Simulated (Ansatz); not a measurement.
## Run report: Al3GaN4, geometry relaxation (part 1 of 2)

The run: geometry relaxation of Al3GaN4 (8 atoms in the cell). Method and program: DFT r2SCAN, scalar-relativistic, plane waves, PAW, no spin polarisation (Ansatz 0.2.0).

The structure derives from a Materials Project entry. It belongs to a series of runs on one base structure; here: biaxial strain in the a-b plane, c and atoms relaxed: +3.0 %.

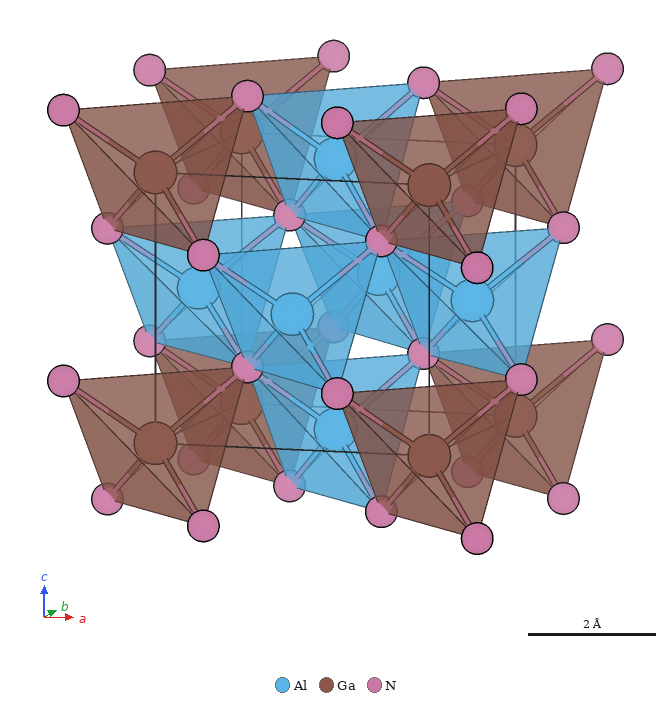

Figure 1. The structure as given in the input (polyhedral view of the cell of the calculation, seen slightly off an axis; polyhedra are completed across the faces of the cell). An atom can appear more than once, as a periodic image.

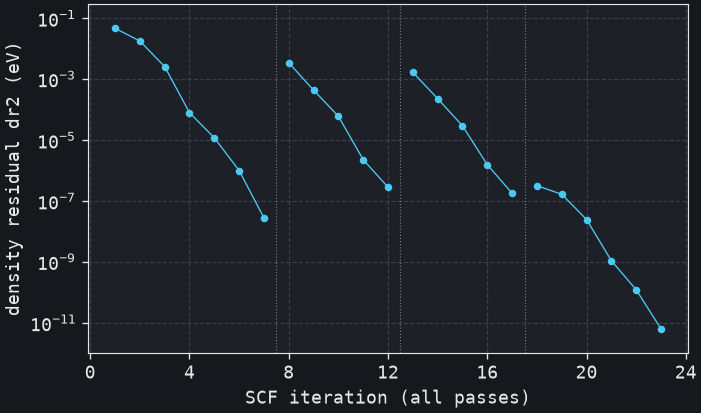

Figure 2. Convergence of the self-consistent field: density residual dr2 against the SCF iteration. The dotted lines part the SCF passes of the relaxation: geometry steps, rejected trials and re-solves on a re-selected basis. The passes take 7, 5, 5 and 6 iterations.

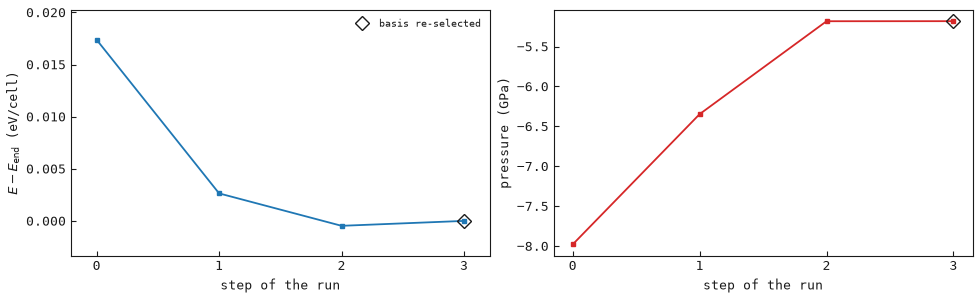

Figure 3. Progress of the relaxation, step by step (the first geometry is step 0 here and step 1 in the log).

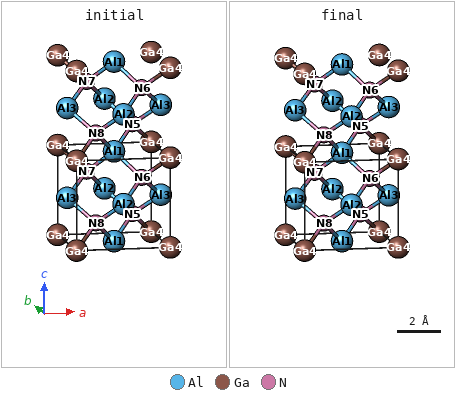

Figure 4. Before (left) and after (right) the relaxation, at one scale (ball-and-stick view of the cell of the calculation, repeated 1 × 1 × 2, seen slightly off an axis). Over 2 geometry steps the energy falls by 17.8 meV per cell of the calculation. Largest force component: 0.012 eV/Å at the start, 0.00053 eV/Å at the end. The pressure goes from −7.98 to −5.18 GPa. No atom moves by more than 0.005 Å relative to the cell. Cell: a = b stay at 4.533 Å, c 4.322 → 4.252 Å (−1.6 %). Volume −1.6 %. Among the contacts that change: Ga4–N5 1.976 → 1.966 Å, Al1–N5 1.919 → 1.910 Å. The space group stays P-42m (No. 111). A last SCF at the same geometry on a re-selected plane-wave basis shifts the energy by +0.5 meV per cell of the calculation. (Atoms are counted from 1 in the order of the input.)

The input and output of the run follow.

### The input
```yaml
crystal:
  lattice:
    - [4.5332744123, 0.0, 0.0]
    - [0.0, 4.5332744123, 0.0]
    - [0.0, 0.0, 4.3220150222]
  atoms:
    - { symbol: Al, position: [0.5, 0.5, 0.0] }
    - { symbol: Al, position: [0.5, 0.0, 0.5] }
    - { symbol: Al, position: [0.0, 0.5, 0.5] }
    - { symbol: Ga, position: [0.0, 0.0, 0.0] }
    - { symbol: "N", position: [0.744587204, 0.744587204, 0.2557739601] }
    - { symbol: "N", position: [0.744587204, 0.255412796, 0.7442260399] }
    - { symbol: "N", position: [0.255412796, 0.744587204, 0.7442260399] }
    - { symbol: "N", position: [0.255412796, 0.255412796, 0.2557739601] }
basis:
  ecutwfc: 500
kpoints:
  mp_grid: { grid: [6, 6, 6] }
hamiltonian:
  xc: r2scan
scf:
  occupations: { method: gaussian, width: 0.02 }
output:
  forces: true
  stress: true
  eigenvalues: true
relax:
  adjacent_minimum: "off"
  f_tol: 0.008
  max_steps: 40
  cell: { stress_tol: 0.015, fix: [a, b, gamma] }
```

Run as:
```bash
ansatz run input.yaml --threads 2 --pin off --max-ram 5120MiB --backend cpu --events-out ev --progress --plain --runs-dir out
```

### Output
```
Engine: ansatz 0.2.0, x86_64-unknown-linux-gnu
Pseudopotentials: kind: paw
Pseudopotential: Al, paw, valence charge 3, recommended cutoff 500 eV (meta_gga), Al.paw.azcp
Pseudopotential: Ga, paw, valence charge 13, recommended cutoff 500 eV (meta_gga), Ga.paw.azcp
Pseudopotential: N, paw, valence charge 5, recommended cutoff 500 eV (meta_gga), N.paw.azcp
Functional definition: r2SCAN
  parameter k0 = 0.174
  parameter k1 = 0.065
  parameter a1 = 4.9479
  exchange = r2scan_x(k0 = k0, k1 = k1, a1 = a1)
  correlation = r2scan_c
Crystal: 8 atoms, lattice volume = 88.820 Å³
Basis set: ecut = 500 eV, 2251 PW (Γ), exchange–correlation on 144×144×128 points (64 copies of the dense FFT grid, shifted against one another)
Bands: 29, of which v1, the nominal top of the filled ones, is band 21 counted from 1 (20 counted from 0)
Symmetry: 8 space group operations
Space group: P-42m (ITA 111), of the structure as read, at distance tolerance 4.5e-5 Å
k-points: 40 of 216 (time reversal used)
Non-local potential: Al, projectors of the file, l = 0: 2, l = 1: 2, l = 2: 1
Non-local potential: Ga, projectors of the file, l = 0: 2, l = 1: 2, l = 2: 3, l = 3: 1
Non-local potential: N, projectors of the file, l = 0: 2, l = 1: 2, l = 2: 1
PAW form: soft (Blöchl's): semilocal exchange-correlation on the pseudo side does not see the compensation charge
PAW frozen core: Al, regenerated for the run's functional (the file was generated under x = pbe(κ = 0.804, μ = 0.2195149727645171), c = pbe(β = 0.06672455060314922))
PAW frozen core: Ga, regenerated for the run's functional (the file was generated under x = pbe(κ = 0.804, μ = 0.2195149727645171), c = pbe(β = 0.06672455060314922))
PAW frozen core: N, regenerated for the run's functional (the file was generated under x = pbe(κ = 0.804, μ = 0.2195149727645171), c = pbe(β = 0.06672455060314922))
PAW one-centre angular grid: Al, 302 points (default); XC on 160 Gauss nodes
PAW one-centre angular grid: Ga, 590 points (default); XC on 160 Gauss nodes
PAW one-centre angular grid: N, 302 points (default); XC on 160 Gauss nodes
Initial density: superposition of atomic densities (neutral atoms: chi_scale 0, normalization atom), corrected by the library's trained network
Initial wavefunctions: pseudopotential atomic-orbital guess
Functional: x = r2scan, c = r2scan; τ floored in thin density (d = 2e-4 eV/Å³)
SCF iter   1: F=—  HF=-6961.313458 eV  |F-HF|=—  |Δ(HF+E_count)|=         —  Δρ=8.22e-3  dr2=4.64e-2  dr2_τ=4.98e-1  ethr=1.77e-3  ⟨swp⟩=7.5  Hψ=5972  notcnv=0
preconditioner: auto → Resta (q_TF=auto, 2.408 Å⁻¹)  ε∞=3.7  [insulator: Δε(μ)=3.541 eV  Ē_g=15.532 eV  σ=0.020 eV  W_gap=1.00  n_scr=18 (ndim 8)  ℏωp=25.5 eV  f_vac=0.000  D(μ)=0.00/eV (n_scr^D=0)  ε∞_Penn≈3.7]
SCF iter   2: F=—  HF=-6961.540952 eV  |F-HF|=—  |Δ(HF+E_count)|=   2.27e-1  Δρ=5.04e-3  dr2=1.78e-2  dr2_τ=3.59e-4  ethr=1.11e-4  ⟨swp⟩=3.0  Hψ=2672  notcnv=0  defer=143
SCF iter   3: F=—  HF=-6961.538944 eV  |F-HF|=—  |Δ(HF+E_count)|=   2.01e-3  Δρ=2.45e-3  dr2=2.57e-3  dr2_τ=2.62e-4  ethr=4.25e-5  ⟨swp⟩=2.0  Hψ=1905  notcnv=0  defer=143
SCF iter   4: F=—  HF=-6961.538061 eV  |F-HF|=—  |Δ(HF+E_count)|=   8.83e-4  Δρ=3.71e-4  dr2=7.91e-5  dr2_τ=3.75e-5  ethr=6.11e-6  ⟨swp⟩=2.0  Hψ=2003  notcnv=0  defer=143
SCF iter   5: F=—  HF=-6961.538076 eV  |F-HF|=—  |Δ(HF+E_count)|=   1.53e-5  Δρ=1.24e-4  dr2=1.18e-5  dr2_τ=5.75e-7  ethr=1.88e-7  ⟨swp⟩=3.0  Hψ=1946  notcnv=0  defer=143
SCF iter   6: F=—  HF=-6961.538079 eV  |F-HF|=—  |Δ(HF+E_count)|=   3.31e-6  Δρ=3.68e-5  dr2=9.96e-7  dr2_τ=5.48e-8  ethr=2.82e-8  ⟨swp⟩=2.0  Hψ=1540  notcnv=0  defer=143
SCF iter   7: F=-6961.538079 eV  HF=-6961.538079 eV  |F-HF|=3.09e-9  |Δ(HF+E_count)|=   8.40e-9  Δρ=5.59e-6  dr2=2.78e-8  dr2_τ=2.41e-9  ethr=2.38e-10  ⟨swp⟩=9.1  Hψ=5204  notcnv=0
SCF 1 converged in 7 iterations: F = -6961.538079 eV  dr2 = 2.78e-8
  greatest PAW one-centre occupation: 0.995 electrons in one spin orbital (limit 2), on the Ga atom at site 3 (counted from 0), in its partial waves of l = 2
relax step   1: F+E_penalty+E_count = -6961.53807915 eV  Δ(F+E_penalty+E_count) = +0.000e0 eV  max|allowed force component| = 1.233e-2 eV/Å  Δτ_max = 0.0000 Å  P = -7.979 GPa  Ω = 88.820 Å³  fix = [a, b, gamma]  reactions: a -10.029, b -10.029 GPa  (7 SCF iters, dr2 threshold 1.00e-7 eV, accepted)
Crystal: 8 atoms, lattice volume = 87.974 Å³
Initial density: handed on by an earlier stage of this run
Initial wavefunctions: those handed on with the density
iter 1 solved again at ethr=7.77e-6 eV; its pass at ethr=3.10e-3 eV (dr2=3.26e-3 eV) is discarded
SCF iter   1: F=—  HF=-6961.551891 eV  |F-HF|=—  |Δ(HF+E_count)|=         —  Δρ=1.87e-3  dr2=3.43e-3  dr2_τ=2.40e-3  ethr=7.77e-6  ⟨swp⟩=2.1  Hψ=6470  notcnv=0
preconditioner: auto → Resta (q_TF=auto, 2.412 Å⁻¹)  ε∞=3.7  [insulator: Δε(μ)=3.667 eV  Ē_g=15.515 eV  σ=0.020 eV  W_gap=1.00  n_scr=18 (ndim 8)  ℏωp=25.7 eV  f_vac=0.000  D(μ)=0.00/eV (n_scr^D=0)  ε∞_Penn≈3.7]
SCF iter   2: F=—  HF=-6961.552752 eV  |F-HF|=—  |Δ(HF+E_count)|=   8.61e-4  Δρ=6.79e-4  dr2=4.35e-4  dr2_τ=5.55e-5  ethr=7.77e-6  ⟨swp⟩=2.0  Hψ=2108  notcnv=0
SCF iter   3: F=—  HF=-6961.552792 eV  |F-HF|=—  |Δ(HF+E_count)|=   4.06e-5  Δρ=2.88e-4  dr2=6.02e-5  dr2_τ=2.05e-6  ethr=1.03e-6  ⟨swp⟩=2.2  Hψ=1609  notcnv=0
SCF iter   4: F=—  HF=-6961.552815 eV  |F-HF|=—  |Δ(HF+E_count)|=   2.31e-5  Δρ=5.98e-5  dr2=2.26e-6  dr2_τ=8.72e-8  ethr=1.43e-7  ⟨swp⟩=2.6  Hψ=2052  notcnv=0
SCF iter   5: F=-6961.552814 eV  HF=-6961.552815 eV  |F-HF|=2.50e-7  |Δ(HF+E_count)|=   6.79e-7  Δρ=2.29e-5  dr2=2.83e-7  dr2_τ=1.18e-8  ethr=1.90e-9  ⟨swp⟩=6.1  Hψ=5161  notcnv=0
SCF 2 converged in 5 iterations: F = -6961.552814 eV  dr2 = 2.83e-7
relax step   2: F+E_penalty+E_count = -6961.55281445 eV  Δ(F+E_penalty+E_count) = -1.474e-2 eV  max|allowed force component| = 1.696e-2 eV/Å  Δτ_max = 0.0007 Å  P = -6.347 GPa  Ω = 87.974 Å³  energy of the carried Pulay correction = +2.731e-4 eV  fix = [a, b, gamma]  reactions: a -8.729, b -8.729 GPa  (5 SCF iters, dr2 threshold 8.00e-7 eV, accepted)
Crystal: 8 atoms, lattice volume = 87.389 Å³
Basis set: ecut = 500 eV, 2219 PW (Γ), exchange–correlation on 144×144×128 points (64 copies of the dense FFT grid, shifted against one another)
iter 1 solved again at ethr=3.69e-6 eV; its pass at ethr=3.10e-3 eV (dr2=1.55e-3 eV) is discarded
SCF iter   1: F=—  HF=-6961.555487 eV  |F-HF|=—  |Δ(HF+E_count)|=         —  Δρ=1.30e-3  dr2=1.67e-3  dr2_τ=1.22e-3  ethr=3.69e-6  ⟨swp⟩=2.1  Hψ=6225  notcnv=0
preconditioner: auto → Resta (q_TF=auto, 2.415 Å⁻¹)  ε∞=3.7  [insulator: Δε(μ)=3.665 eV  Ē_g=15.555 eV  σ=0.020 eV  W_gap=1.00  n_scr=18 (ndim 8)  ℏωp=25.7 eV  f_vac=0.000  D(μ)=0.00/eV (n_scr^D=0)  ε∞_Penn≈3.7]
SCF iter   2: F=—  HF=-6961.555896 eV  |F-HF|=—  |Δ(HF+E_count)|=   4.09e-4  Δρ=4.88e-4  dr2=2.28e-4  dr2_τ=2.55e-5  ethr=3.69e-6  ⟨swp⟩=2.0  Hψ=2145  notcnv=0
SCF iter   3: F=—  HF=-6961.555913 eV  |F-HF|=—  |Δ(HF+E_count)|=   1.71e-5  Δρ=2.01e-4  dr2=2.93e-5  dr2_τ=1.08e-6  ethr=5.44e-7  ⟨swp⟩=2.4  Hψ=1635  notcnv=0
SCF iter   4: F=—  HF=-6961.555925 eV  |F-HF|=—  |Δ(HF+E_count)|=   1.19e-5  Δρ=5.03e-5  dr2=1.54e-6  dr2_τ=6.10e-8  ethr=6.97e-8  ⟨swp⟩=2.4  Hψ=2009  notcnv=0
SCF iter   5: F=-6961.555924 eV  HF=-6961.555924 eV  |F-HF|=3.25e-8  |Δ(HF+E_count)|=   7.92e-7  Δρ=1.77e-5  dr2=1.79e-7  dr2_τ=7.76e-9  ethr=1.90e-9  ⟨swp⟩=6.2  Hψ=5188  notcnv=0
SCF 3 converged in 5 iterations: F = -6961.555924 eV  dr2 = 1.79e-7
```
